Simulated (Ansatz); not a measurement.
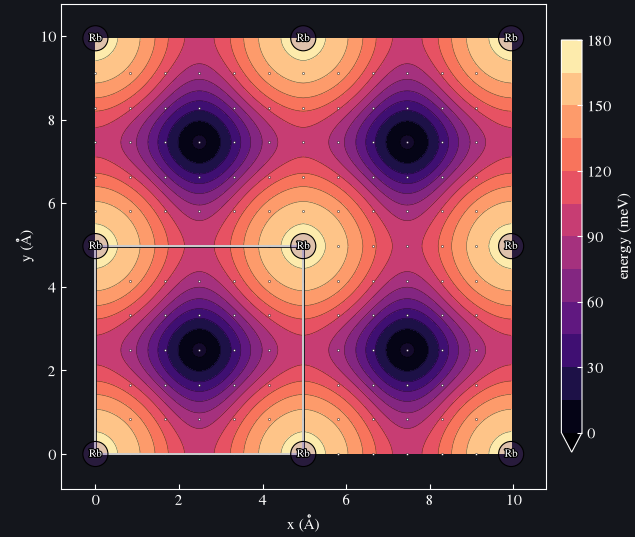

Energy landscape of K on a Rb(100) slab cut from the Fm-3m phase (3 atoms of substrate and one adsorbate in a 1 × 1 cell). One K atom a 1 × 1 cell is placed over a mesh of places on the rigid (1 0 0) surface, and only its height is relaxed. Places are given modulo a cell vector. The map is drawn in real space over the plane of the surface. Grid: 6 × 6 points. Energies are in meV, from the lowest grid point. With one adsorbate in each 1 × 1 cell, its nearest image is 5.0 Å away, so neighbouring adsorbates interact. Level of theory: DFT PBEsol, scalar-relativistic, plane waves, PAW (Ansatz 0.2.0).

Drawn: filled contours, dots at the grid points, labelled circles for the atoms of the top layer and small ones for the second layer, the outline of one cell of the 2 × 2 shown. Between grid points the surface is interpolated. 

**Describe this landscape.**

The lowest grid point is at a fourfold hollow over a second-layer Rb atom, (3/6, 3/6) of the cell vectors. No other kind of well shows on this grid. The highest grid point, the top site over a surface Rb atom, (0/6, 0/6) of the cell vectors, lies 170 meV above the lowest. On the interpolated surface the easiest way out of the lowest well to its copy in the next cell or period passes a barrier of about 99.8 meV.
